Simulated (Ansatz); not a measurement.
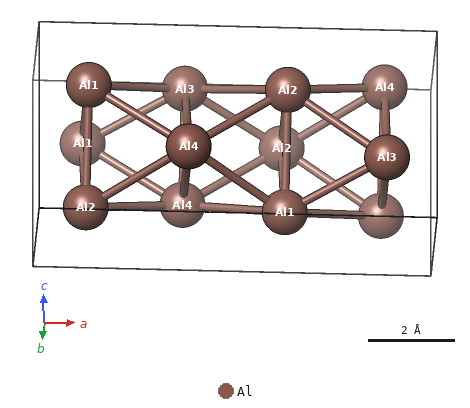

The structure as given in the input (ball-and-stick view of the cell 2 times as large as that of the calculation, set on its symmetry axes, seen at an oblique angle; atoms are numbered from 1 in the order of the input). An atom can appear more than once, as a periodic image.

Al: single-point calculation

- system: Al (Ima2, 4 atoms in the cell)
- method: DFT, PBEsol, plane waves, PAW, no spin polarisation (Ansatz 0.2.0)

The structure derives from a Materials Project entry. Figures and captions count atoms from 1; the log counts them from 0 in places.

## Log
```
Engine: ansatz 0.2.0, x86_64-unknown-linux-gnu
Pseudopotentials: kind: paw
Pseudopotential: Al, paw, valence charge 3, recommended cutoff 420 eV (normal), Al.paw.azcp
Functional definition: PBEsol
  exchange = pbesol_x
  correlation = pbesol_c
Crystal: 4 atoms, lattice volume = 65.244 Å³
Basis set: ecut = 420 eV, 1263 PW (Γ), exchange–correlation on 40×72×80 points (8 copies of the dense FFT grid, shifted against one another)
Bands: 10, of which v1, the nominal top of the filled ones, is band 6 counted from 1 (5 counted from 0)
Symmetry: 4 space group operations
Space group: Ima2 (ITA 46), of the structure as read, at distance tolerance 4.0e-5 Å
k-points: 1530 of 10648 (time reversal used)
Non-local potential: Al, projectors of the file, l = 0: 2, l = 1: 2, l = 2: 1
PAW form: soft (Blöchl's): semilocal exchange-correlation on the pseudo side does not see the compensation charge
PAW frozen core: Al, regenerated for the run's functional, and the local potential with it (the file was generated under x = pbe(κ = 0.804, μ = 0.2195149727645171), c = pbe(β = 0.06672455060314922))
PAW one-centre angular grid: Al, 110 points (default); XC on 64 Gauss nodes
Initial density: superposition of atomic densities (neutral atoms: chi_scale 0, normalization atom), corrected by the library's trained network
Initial wavefunctions: pseudopotential atomic-orbital guess
Functional: x = pbesol(κ = 0.804, μ = 0.12345679012345678), c = pbesol(β = 0.046)
SCF iter   1: F=—  HF=-2098.007493 eV  |F-HF|=—  |Δ(HF+E_count)|=         —  Δρ=2.02e-3  dr2=3.07e-3  ethr=1.77e-3  ⟨swp⟩=6.5  Hψ=124816  notcnv=0
preconditioner: auto → none  [metal: Δε(μ)=0.002 eV  Ē_g=6.955 eV  σ=0.150 eV  W_gap=0.01  n_scr=6 (ndim 8)  ℏωp=15.9 eV  f_vac=0.000  D(μ)=1.61/eV (n_scr^D=6)  sad-step TF]
SCF iter   2: F=—  HF=-2098.006998 eV  |F-HF|=—  |Δ(HF+E_count)|=   4.95e-4  Δρ=1.20e-3  dr2=1.09e-3  ethr=2.56e-5  ⟨swp⟩=1.0  Hψ=27673  notcnv=0
SCF iter   3: F=—  HF=-2098.006665 eV  |F-HF|=—  |Δ(HF+E_count)|=   3.33e-4  Δρ=8.63e-5  dr2=6.67e-6  ethr=9.10e-6  ⟨swp⟩=2.0  Hψ=23458  notcnv=0
SCF iter   4: F=—  HF=-2098.006631 eV  |F-HF|=—  |Δ(HF+E_count)|=   3.42e-5  Δρ=2.46e-5  dr2=6.21e-7  ethr=5.55e-8  ⟨swp⟩=2.2  Hψ=24010  notcnv=0
SCF iter   5: F=—  HF=-2098.006631 eV  |F-HF|=—  |Δ(HF+E_count)|=   1.50e-7  Δρ=1.86e-5  dr2=1.02e-6  ethr=5.17e-9  ⟨swp⟩=2.0  Hψ=22948  notcnv=0
SCF iter   6: F=-2098.006630 eV  HF=-2098.006630 eV  |F-HF|=2.26e-9  |Δ(HF+E_count)|=   2.81e-7  Δρ=1.90e-6  dr2=3.88e-9  ethr=8.33e-10  ⟨swp⟩=3.0  Hψ=63082  notcnv=0
SCF 1 converged in 6 iterations: F = -2098.006630 eV  dr2 = 3.88e-9
  greatest PAW one-centre occupation: 0.458 electrons in one spin orbital (limit 2), on the Al atom at site 3 (counted from 0), in its partial waves of l = 0
SCF converged after 6 iterations
Free energy (F): -2098.006630 eV
Harris-Foulkes:  -2098.006630 eV  (|F-HF|=2.26e-9)
Internal energy: -2097.988534 eV  (E = F + TS)
E sigma→0 (E₀):  -2097.997582 eV
Entropy (-TS):   -0.018096 eV (-4.524 meV/atom)
Fermi energy:    7.990281 eV
--- Per-component energies (eV) ---
  E_band       = 42.650535
  E_kinetic    = 92.029559
  E_local      = 39.310052  (includes V_loc(G=0)·N_el)
  E_nonlocal   = 41.969674
  E_hartree    = 0.463251
  E_xc         = -157.942781
  E_vxc        = -117.023797  (∫ρ·V_xc dr)
  E_paw        = -1818.939213  (= ΣΔE_a)
  E_vpaw       = -14.561466  (= ΣTr[D̂ρ^β])
  E_aug_tail   = -0.000010  (compensation charges beyond the density's cutoff)
  E_ewald      = -294.955622
  E_core_change = 0.076556  (= ΣΔE_core)
  E_smearing   = -0.018096  (= −TS)
  E_closure    = 0.000000  (closes the sum)
  Σ components = -2098.006630   (vs F -2098.006630, Δ=0.00e0)
--- Forces (eV/Å), atoms counted from 1 ---
  atom   1  Al     0.00000000    -0.03443277     0.00000000
  atom   2  Al     0.00000000    -0.03443277     0.00000000
  atom   3  Al     0.41674491     0.03443259    -0.00000000
  atom   4  Al    -0.41674491     0.03443259     0.00000000
  max |Σ_I F_I| component: 3.70e-7 eV/Å
--- Stress (GPa, compression-positive) ---
       -0.175877      -0.000000       0.000000
       -0.000000       0.974502       0.000000
        0.000000       0.000000       1.083742
  P = ⅓ Tr σ = 0.6275 GPa (6.275 kbar)
--- Band table (eV; the first three rows and the last of 1530) ---
  k-point 0: bands = ["-3.2047", "3.3843", "3.6496", "4.0308", "4.0401", "4.7553", "4.7658", "15.0806", "15.0843", "15.5360"]
  k-point 1: bands = ["-3.1904", "2.9175", "3.8942", "3.9949", "4.1415", "4.8305", "4.9248", "14.8295", "15.2701", "15.3592"]
  k-point 2: bands = ["-3.1478", "2.3647", "3.6879", "3.8257", "4.7686", "5.0811", "5.2068", "14.6005", "14.7870", "15.0745"]
  k-point 1529: bands = ["2.9282", "3.0067", "3.2511", "3.3251", "6.1606", "6.2940", "6.6309", "6.7732", "12.2841", "12.4604"]
```

This output came from the following input.

## Input file
```yaml
crystal:
  lattice:
    - [-2.8500701807, 0.0, 0.0]
    - [0.0, 4.9364663581, 0.0]
    - [1.4250350903, -2.4682331791, -4.6373162797]
  atoms:
    - { symbol: Al, position: [0.125, 0.7916666667, 0.25] }
    - { symbol: Al, position: [0.625, 0.2916666667, 0.25] }
    - { symbol: Al, position: [0.9276302829, 0.2083333333, 0.75] }
    - { symbol: Al, position: [0.3223697171, 0.7083333333, 0.75] }
kpoints:
  mp_grid: { grid: [22, 22, 22] }
hamiltonian:
  xc: pbesol
scf:
  occupations: { method: gaussian, width: 0.15 }
output:
  forces: true
  eigenvalues: true
  stress: true
accuracy: low
```

Launched with:
```bash
ansatz run input.yaml --threads 2 --pin off --max-ram 5120MiB --backend cpu --events-out ev --progress --plain --runs-dir out
```

## Results in brief

| quantity | value |
| --- | --- |
| outcome | converged |
| space group (tolerance 0.01 Å) | Ima2 (46) |
| electrons treated | 12 |
| free energy | −2098.0066 eV |
| Fermi energy | 7.990 eV |
| gap on the k-point mesh | none (metallic) |
| pressure | 0.63 GPa |
| largest force (length of the vector) | 0.418 eV/Å |
| hardware | 2 threads of AMD EPYC (Zen 3), 189 GiB of memory available, shared host |
| wall time | 77 s (CPU time 2.5 min) |
| peak memory | 1.5 GiB |

Settings chosen away from the usual ones: accuracy set to low; basis.ecutwfc removed. These settings are looser than, or depart from, a standard set-up, so the numbers are not reference values for this system. The input asks for low accuracy.
